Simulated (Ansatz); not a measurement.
MoS₂ (space group P6_3/mmc, No. 194). Coordinates: the end point of a relaxation with DFT PBEsol, scalar-relativistic, plane waves, PAW in Ansatz 0.2.0.

Space group P6_3/mmc (No. 194). a = 3.141 Å, b = 3.141 Å, c = 12.585 Å, α = 90.00°, β = 90.00°, γ = 120.00°
```csv
atom,site,symmetry,x,y,z
Mo,2d,-6m2,0.6667,0.3333,0.2500
S,4f,3m.,0.6667,0.3333,0.6261
```

Bonds are taken as Mo–S below 2.7 Å; no other contact counts. Atoms with one bond or none are removed and atoms with two bonds are replaced by edges, until no such atom is left.

What net does this leave?

The result is a binodal (3,6)-connected, two-periodic (layers) net: S is a 3-connected node; Mo is a 6-connected node, in the ratio 2:1. It is the net of the trigonal-prismatic layers of 2H-MoS2. The layers lie parallel to (001).

| node | links | point symbol | coordination sequence |
| --- | --- | --- | --- |
| S | 3 | 4³ | 3 13 9 24 15 36 21 48 |
| Mo | 6 | 4³·6¹² | 6 6 18 12 30 18 42 24 |

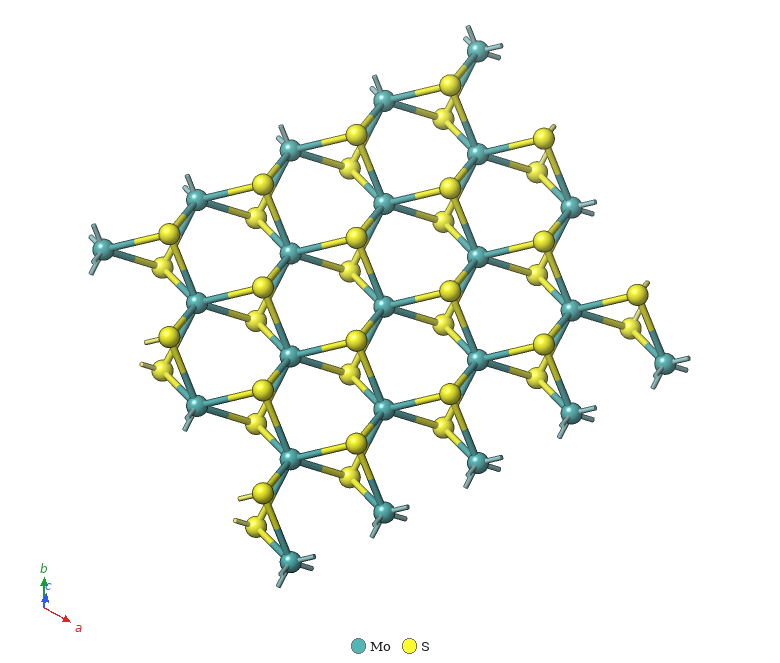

Nodes are coloured by element. One layer is drawn. Edges to nodes outside the piece are drawn as stubs.
